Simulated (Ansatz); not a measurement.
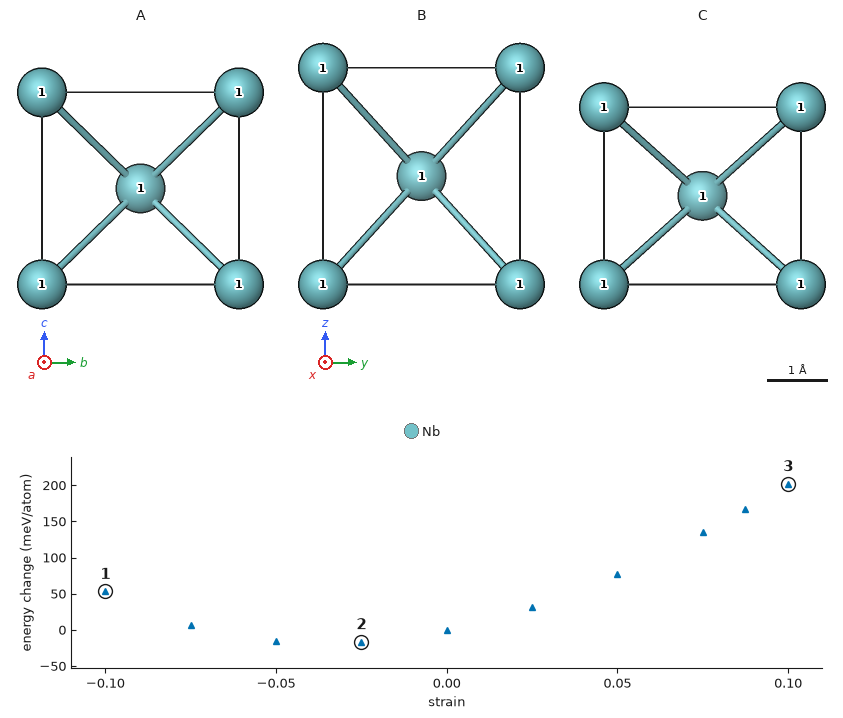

Crystalline Nb (Im-3m): the cell is strained along z alone, with the atoms kept at their fractional coordinates. x, y and z are the Cartesian axes of the input. The frames are shuffled; the numbered points of the plot belong to them. A ball-and-stick model of the conventional cell (2 times the calculation's cell), seen along the a axis. Lengths and directions refer to the drawn axes.

Method: DFT PBEsol, scalar-relativistic, plane waves, PAW in Ansatz 0.2.0. Set-up: plane-wave cutoff 420 eV; k-point mesh 20 × 20 × 20; occupations gaussian; smearing width 0.15 eV; no spin polarisation. Energies (free energies at the smearing named) are counted from the cell as listed in its source, which wasn't relaxed.

Which frame belongs to which numbered point?

Answer. Point 1 is frame C (the strain −0.10, 53.4 meV/atom); 2 is frame A (the strain −0.025, −16.1 meV/atom); 3 is frame B (the strain 0.10, 202.4 meV/atom). Of the computed points the lowest is at the strain −0.025, −16.1 meV/atom. The end points stand at 53.4 meV/atom (−0.10) and 202.4 meV/atom (0.10). The unrelaxed reference is under a pressure of −8.5 GPa, which tilts the curve. The distortion takes the space group from Im-3m to I4/mmm. At the strain −0.10 the cell of the drawing goes c 3.328 → 2.995 Å.
